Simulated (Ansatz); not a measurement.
# Calculations on Si96C95

**1. Relaxation**

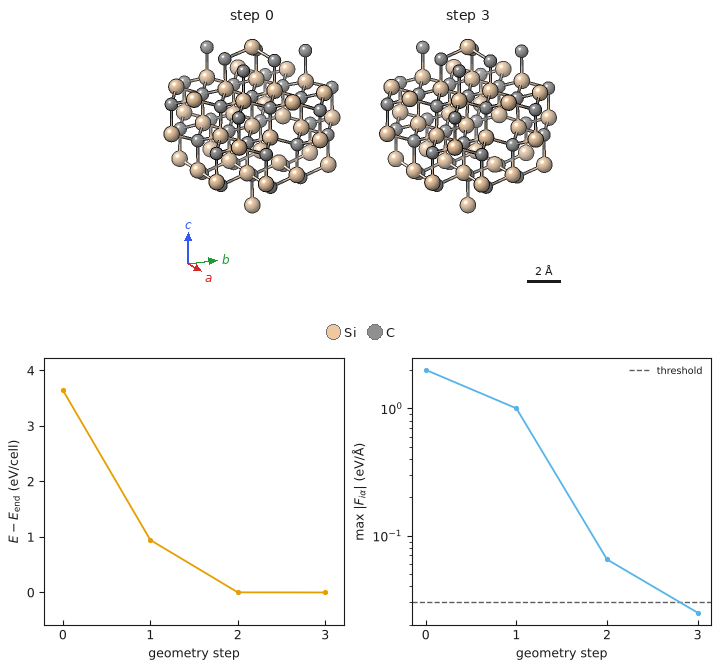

First and last geometry of a relaxation of a defect cell of composition Si96C95 (cell charge +2), with the history of the run. Style: ball-and-stick. Shown: the atoms within 5.8 Å of the atom that moves most (axes of the cell of the calculation), slightly off an axis.

These are results of DFT, PBEsol, PAW, plane waves (Ansatz), not measurements. (plane-wave cutoff 420 eV; k-point mesh 1 × 1 × 1; mesh shifted by (0.25, 0.25, 0.25); collinear spin; atoms relaxed in a fixed cell; force threshold 0.03 eV/Å; at most 80 steps)

Question: What do the curves and the structures tell?

Answer: It converged. After 3 geometry steps the energy has fallen by 3.646 eV per cell of the calculation. Largest force component: 2 eV/Å at the start, 0.025 eV/Å at the end. A Si atom moves most: 0.13 Å along [0 −2 1]. Largest moves by element: Si 0.13 Å, C 0.06 Å. The lattice vectors keep their values. Among the contacts that change: C–Si 1.842 → 1.921 Å, C–Si 1.826 → 1.895 Å, C–Si 1.960 → 1.891 Å, C–Si 1.810 → 1.878 Å. Bond angles that change, for instance: Si–C–Si 111.4° → 105.6°, C–Si–C 108.0° → 112.9°, Si–C–Si 113.0° → 108.6°. The program noted that the starting moments weren't kept. The run took 8.1 s on 1 × NVIDIA GB200 with 8 threads of Arm Neoverse-V2, peak memory 2.3 GiB.

Limits of the set-up: the cell is charged, on a uniform background, and energies carry no finite-size correction.

**2. Relaxation**

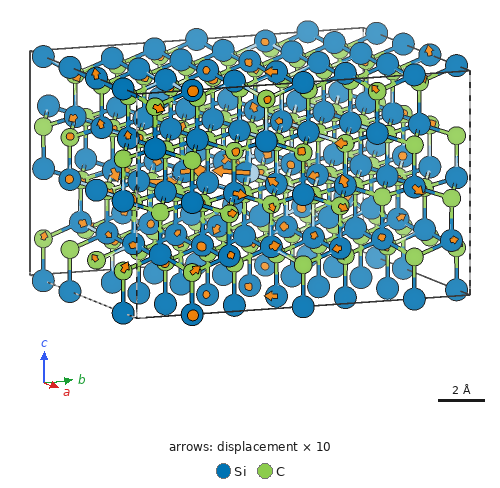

A relaxation of a defect cell of composition Si₉₆C₉₅. The starting structure is drawn faded, the final one solid; orange arrows show the displacements, magnified 10 times.

Style: ball-and-stick. Shown: the cell of the calculation (origin shifted), slightly off an axis.

The calculation used Ansatz 0.2.0, DFT, PBEsol, PAW, plane waves. Settings: plane-wave cutoff 420 eV; k-point mesh 1 × 1 × 1; mesh shifted by (0.25, 0.25, 0.25); collinear spin; atoms relaxed in a fixed cell; force threshold 0.03 eV/Å; at most 80 steps.

What did the optimiser do to the structure, and how much energy did it gain?

A Si atom moves most: 0.18 Å along [−1 −1 0]. Largest moves by element: Si 0.18 Å, C 0.14 Å. The lattice vectors keep their values. Some distances before and after: C–Si 1.803 → 1.888 Å, C–Si 1.842 → 1.927 Å, C–Si 1.869 → 1.939 Å, C–Si 1.956 → 1.894 Å. Among the angles between lasting bonds that change: Si–C–Si 113.0° → 106.6°, Si–C–Si 107.4° → 112.6°, Si–C–Si 110.7° → 105.7°. After 9 geometry steps the energy has fallen by 3.212 eV per cell of the calculation. Largest force component: 1.6 eV/Å at the start, 0.023 eV/Å at the end. The run took 24 s on 1 × NVIDIA GB200 with 8 threads of Arm Neoverse-V2, peak memory 2.4 GiB.

**3. Defect**

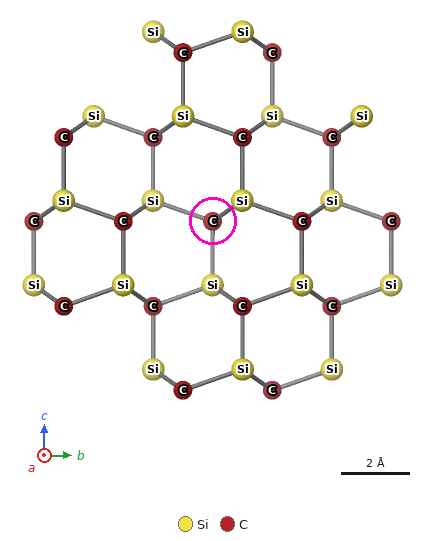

Perfect SiC. Style: ball-and-stick. Shown: the atoms within 6.0 Å of one point, in a slice 5.0 Å thick across the line of sight, along the a axis.

Method: Ansatz, DFT, PBEsol, PAW, plane waves. Settings: plane-wave cutoff 420 eV; k-point mesh 1 × 1 × 1; mesh shifted by (0.25, 0.25, 0.25); collinear spin. Fermi-Dirac smearing of 0.01 eV. The axes drawn are those of the host's conventional cell.

A carbon atom is taken out (a vacancy) at the ringed place, in charge state 0. The supercell has 192 sites, and the atoms are relaxed at the host's cell.

**How do the neighbours respond?**

Around the empty C site the host had 4 Si at 1.88 to 1.90 Å; after relaxation the nearest atoms are 4 Si at 1.75 to 1.94 Å. Of the host's atoms, a silicon atom moves furthest from its site, by 0.16 Å. The cell's net moment is 2.00 μB.

The relaxed defect, seen from the same direction:

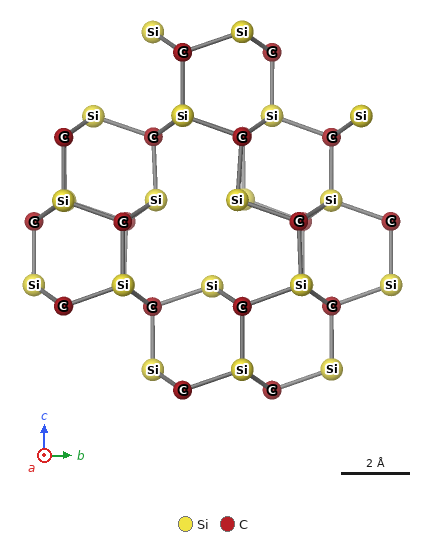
